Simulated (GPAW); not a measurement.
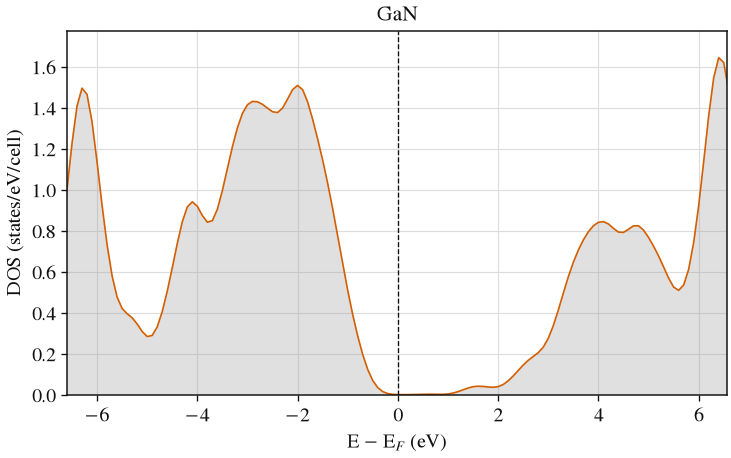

Density of states. Energies are counted from the Fermi level. The DOS curve is built from the levels of the k mesh with Gaussians 0.55 eV wide, which also blur the band edges; ripples of that width can come from the mesh.

Input of the run:

```python
from ase import Atoms
from ase.dft.bandgap import bandgap
from ase.io import write
from ase.units import GPa
from gpaw import GPAW, PW, setup_paths

setup_paths.insert(0, '.')

atoms = Atoms(['Ga', 'N'],
              cell=[[0.0, 2.3436406318, 2.2535006075],
                    [2.3436406318, 0.0, 2.2535006075],
                    [2.3436406318, 2.3436406318, 0.0]],
              scaled_positions=[[0.0, 0.0, 0.0],
                                [0.25, 0.25, 0.25]],
              pbc=True)

calc = GPAW(mode=PW(800),
            xc='PBEsol',
            kpts={'size': (10, 10, 10), 'gamma': True},
            occupations={'name': 'fermi-dirac', 'width': 0.05},
            nbands=11,
            convergence={'density': 1e-05, 'energy': 1e-05},
            maxiter=150,
            txt='gpaw.txt')
atoms.calc = calc
energy = atoms.get_potential_energy()
forces = atoms.get_forces()
stress = atoms.get_stress()
calc.write('gs.gpw')
write('result.traj', atoms)
print(f'Energy: {energy:.6f} eV')
print('Forces (eV/A):')
print(forces.round(4))
print('Stress (GPa):', (stress / GPa).round(3))
print('Fermi level:', round(calc.get_fermi_level(), 4), 'eV')
print(f'Gap: {bandgap(calc)[0]:.4f} eV, direct: {bandgap(calc, direct=True)[0]:.4f} eV')

path = atoms.cell.bandpath('GXYSGZS1NPY1Z,XP', npoints=60, eps=1e-4)
bs_calc = calc.fixed_density(kpts=path, symmetry='off', nbands=19,
                             convergence={'bands': 'CBM+6.0', 'eigenstates': 1e-6}, txt='bands.txt')
bs = bs_calc.band_structure()
bs.write('bs.json')
print(f'Gap on the path: {bandgap(bs_calc)[0]:.4f} eV')
```

System: tetragonally strained zincblende GaN, space group I-4m2 (No. 119), 2 atoms in the primitive cell.

GPAW 26.7.0; PBEsol, PAW data sets generated in the run's folder for this functional, no spin polarisation, no spin-orbit coupling, 10×10×10 k mesh, 800 eV cutoff, Fermi-Dirac smearing of 0.05 eV.

Metal or insulator, going by the density of states?

Answer. There is a gap; over the k points computed it is 1.15 eV (direct to within 0.02 eV).

The cell is under a strain of +4 % (biaxial xy). LDA, GGA and most meta-GGA functionals understate gaps. The cell is at −9 GPa in this functional. The usual form of GaN is wurtzite. The potentials hold the d shell of Ga in the core, which widens gaps.
